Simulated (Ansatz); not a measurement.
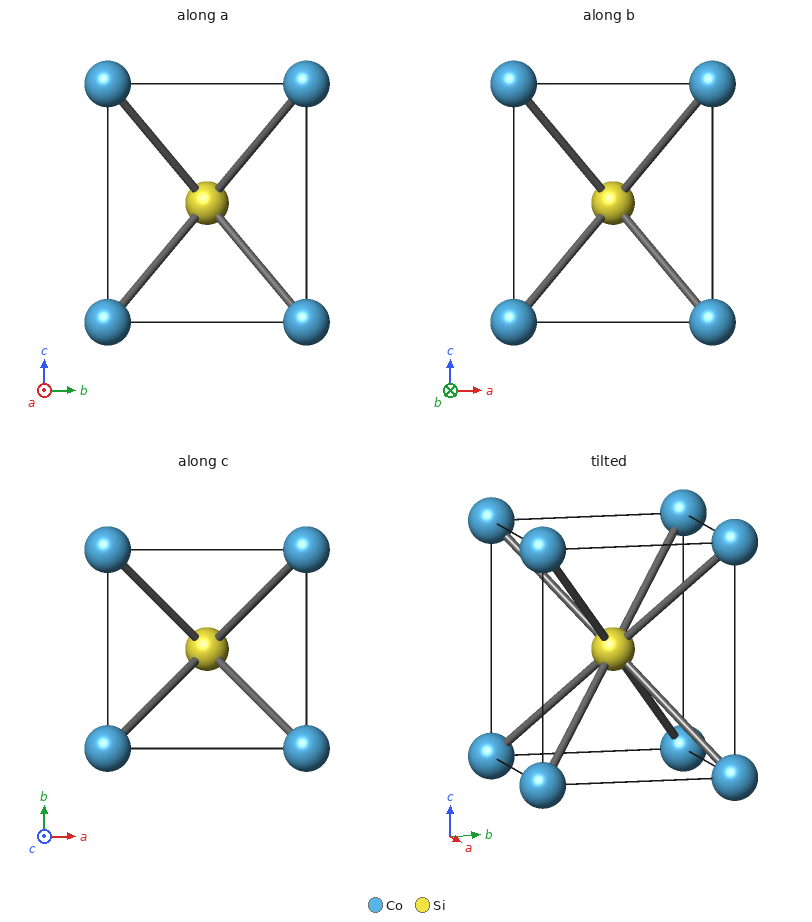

The image is a ball-and-stick drawing of a crystal, viewed along the a axis, along the b axis, along the c axis and slightly off an axis. The wireframe shows the conventional unit cell.

Lattice parameters: a = 2.6168 Å, b = 2.6168 Å, c = 3.1358 Å, α = 90.000°, β = 90.000°, γ = 90.000°.

**Write down what is shown as a CIF in P1 with every atom of the cell.**

```cif
data_structure
_symmetry_space_group_name_H-M 'P 1'
_symmetry_Int_Tables_number 1
_cell_length_a 2.6168
_cell_length_b 2.6168
_cell_length_c 3.1358
_cell_angle_alpha 90.000
_cell_angle_beta 90.000
_cell_angle_gamma 90.000
_cell_volume 21.47
loop_
_atom_site_label
_atom_site_type_symbol
_atom_site_fract_x
_atom_site_fract_y
_atom_site_fract_z
_atom_site_occupancy
Co1 Co 0.0000 0.0000 0.0000 1
Si1 Si 0.5000 0.5000 0.5000 1
```

The model was built from a structure type filled with these elements by a generator (whether the compound takes this form wasn't checked). Earlier steps of the study may have refined or changed the cell and positions. It was run through Ansatz as a DFT input.

At this level of theory the cell isn't at rest (stretched, at -7 GPa), so its distances can differ from those at equilibrium, the more so the softer the solid.
